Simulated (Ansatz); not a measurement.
SnSe

```
CELL_PARAMETERS angstrom
3.01000 3.01000 0.00000
3.01000 -3.01000 0.00000
0.00000 0.00000 -6.02000
ATOMIC_POSITIONS crystal
Sn 0.50000 0.50000 0.50000
Sn 0.00000 0.00000 0.00000
Se 0.50000 0.50000 0.95017
Se 0.00000 0.00000 0.45017
```

Space group I4mm; changed on purpose from its base cell (all Se atoms moved -0.300 Å, as atom 2 towards its neighbour atom 1 (Sn) at 3.010 A).

Method: DFT r2SCAN, scalar-relativistic, plane waves, PAW in Ansatz 0.2.0.

In a PAW calculation such maps are meaningful between the atoms, not at the nuclei.

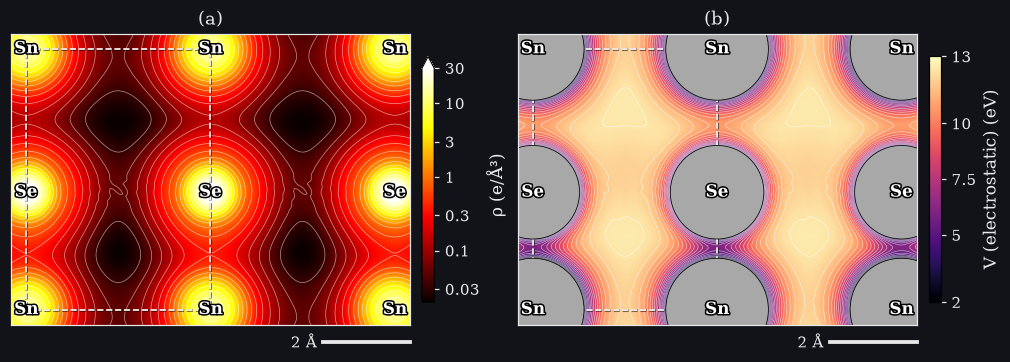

Figure 1. (a) valence pseudo-density; (b) electrostatic potential energy of an electron on the (010) plane of the conventional cell. Grey discs cover the atomic cores in the potential map.

Q: Interpret the plot.

A: The plane passes through Sn and Se nuclei.
Sn–Se (2.71 Å): ρ at the midpoint is about 0.38 e/Å³.
Between the atoms the lowest density in this plane is 0.02 e/Å³.
Outside the cores the potential energy rises away from the atoms and is highest about 2.3 Å from the nearest atoms; its zero is arbitrary.

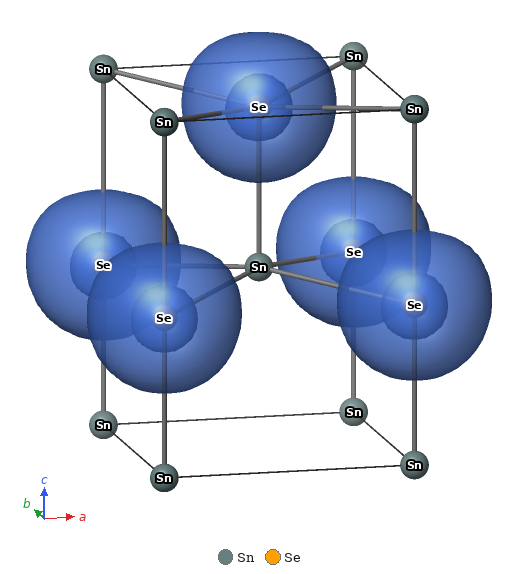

Figure 2. Isosurface of the ELF at 0.65 (blue), seen slightly off an axis. Core shells and regions of very low density are left out. Sticks mark near contacts.

Q: What do the ELF domains correspond to?

A: At this value the surface marks out two regions wrapped around Se (the valence shell of each), counted in one cell of 4 atoms. Regions shared between cells count once. Profiles from the grid: Sn–Se (2.71 Å): the ELF is about 0.55 at the midpoint. Sn–Se (3.02 Å): the ELF is about 0.40 at the midpoint.

Q: Metal or insulator at this level of theory?

A: It is gapped, with a Kohn–Sham gap of 0.79 eV on the k-point mesh (the band edges may lie off the mesh, which would make the gap smaller).
